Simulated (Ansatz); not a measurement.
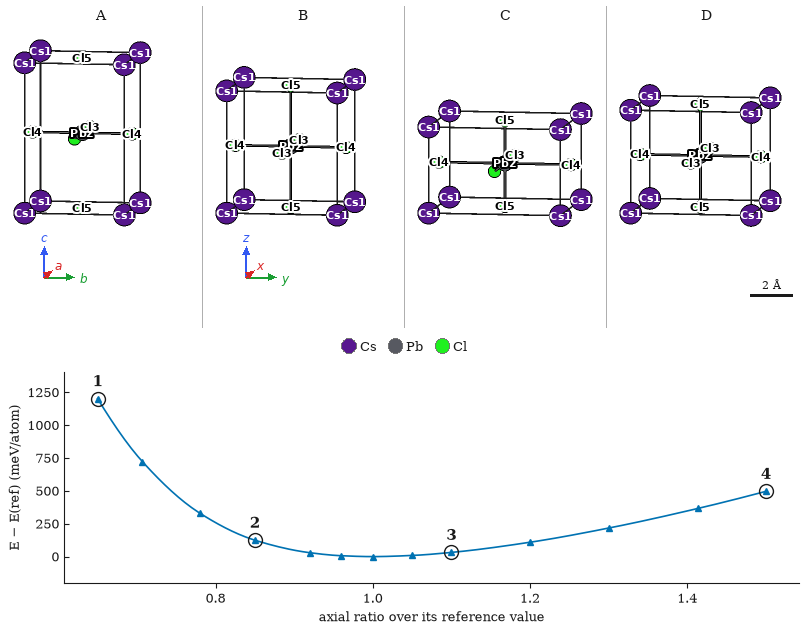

Energy scan for crystalline CsPbCl3 (Pm-3m), in which the ratio of the cell's length along z to its lengths across, counted as 1 for the reference, is changed at fixed volume (a tetragonal or Bain path), with the atoms kept at their fractional coordinates. x, y and z are the Cartesian axes of the input. The frames are shuffled; the numbered points of the plot belong to them. The picture is a ball-and-stick view of the cell of the calculation, seen along the a axis, with a slight tilt.

These are results of DFT PBEsol, scalar-relativistic, plane waves, PAW in Ansatz, not measurements. Settings: plane-wave cutoff 420 eV; k-point mesh 6 × 6 × 6; occupations gaussian; smearing width 0.05 eV; no spin polarisation. Energies (free energies at the smearing named) are counted from the cell as listed in its source, which wasn't relaxed.

Question: Which frame belongs to which numbered point?

Answer: Point 1 is frame C (the relative ratio 0.65, 1202 meV/atom); 2 is frame D (the relative ratio 0.85, 125 meV/atom); 3 is frame B (the relative ratio 1.10, 32 meV/atom); 4 is frame A (the relative ratio 1.50, 496 meV/atom). The lowest computed point lies at the relative ratio 1.00 (0 meV/atom). The distortion takes the space group from Pm-3m to P4/mmm. At the relative ratio 1.50 the cell of the drawing goes a 5.605 → 4.896 Å, b 5.605 → 4.896 Å, c 5.605 → 7.345 Å. The band gap on the mesh, 1.80 eV in the reference, closes at 0.65, 0.707, 1.414, 1.50.
